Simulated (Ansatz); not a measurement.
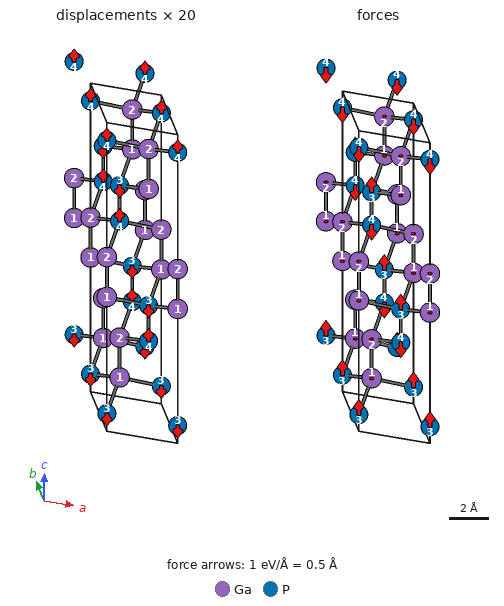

Left: a symmetric starting cell of GaP, with red arrows for the displacements applied to it (without the part that the change of the cell carries along). Right: the displaced structure with the computed forces. Besides, the cell is strained by −2.6 % along c and +0.4 % across it (volume −1.9 %). Style: ball-and-stick. Shown: the conventional cell (3 times the calculation's cell), repeated 1 × 2 × 1 with one cell outlined, from a free direction. Lengths and directions refer to the drawn axes.

The calculation used DFT PBE, scalar-relativistic, plane waves, PAW in Ansatz 0.2.0. (plane-wave cutoff 420 eV; k-point mesh 9 × 9 × 9; occupations gaussian; smearing width 0.02 eV; no spin polarisation)

**How do the forces relate to the distortion?**

The P atoms are displaced by 0.04 Å relative to the cell: P4 0.04 Å along +c. No relaxation follows. The starting cell wasn't computed here and needn't be at equilibrium, so pressure and forces aren't due to the change alone. The pressure is 2.8 GPa (not all of it need come from the change, since the unchanged cell can be under pressure at this level too). The principal stresses (compression positive) are 10.4 GPa along c and −1.0 GPa across it. The largest forces, 2 eV/Å, act on P3 and P4; on P3 it points along +c. The forces point straight back along the displacements (cosine −0.99). Among the bonded contacts that change: P–P 2.214 → 2.074 Å, Ga–Ga 2.494 → 2.432 Å, Ga–P 2.403 → 2.417 Å. The space group stays R-3m (No. 166).
